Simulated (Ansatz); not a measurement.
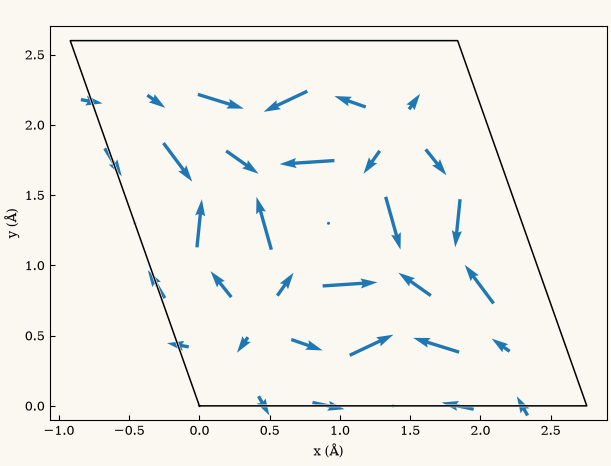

S on a W(110) slab cut from the Im-3m phase, its upper half relaxed before the scan (3 atoms of substrate and one adsorbate in a 1 × 1 cell). S is moved over the surface cell; relaxed at each place: the height of the adsorbate's atoms; substrate rigid; the origin of the map has the adsorbate above W3. Places are given modulo a cell vector. The map is drawn in real space over the plane of the surface. The scan uses a 6 × 6 grid; 13 points were computed and 23 follow by symmetry. With one adsorbate in each 1 × 1 cell, its nearest image is 2.8 Å away, so neighbouring adsorbates interact. All numbers below come from Ansatz 0.2.0, DFT PBE, scalar-relativistic, plane waves, PAW. Settings: cutoff 420 eV, k-mesh 10×10×1, gaussian smearing 0.1 eV, no spin polarisation.

The picture shows arrows along the force (downhill), their lengths compressed, the outline of one cell of the plane.

Q: The arrows alone are given. Where are the wells?

A: The arrows converge at about (0.35, 0.65) of the cell vectors; (4/6, 2/6) of the cell vectors [nearest 1 W at 2.28 Å] (read from the interpolated surface).

The energy map of the same scan:

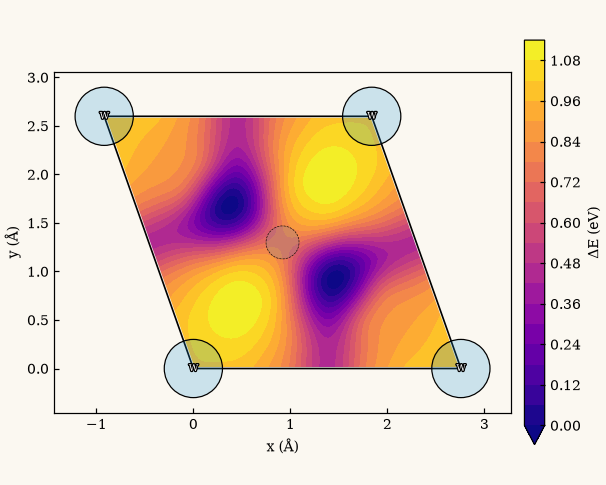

Energies are in eV, from the lowest grid point; between grid points the surface is interpolated.

PAW datasets: the set soft_1.
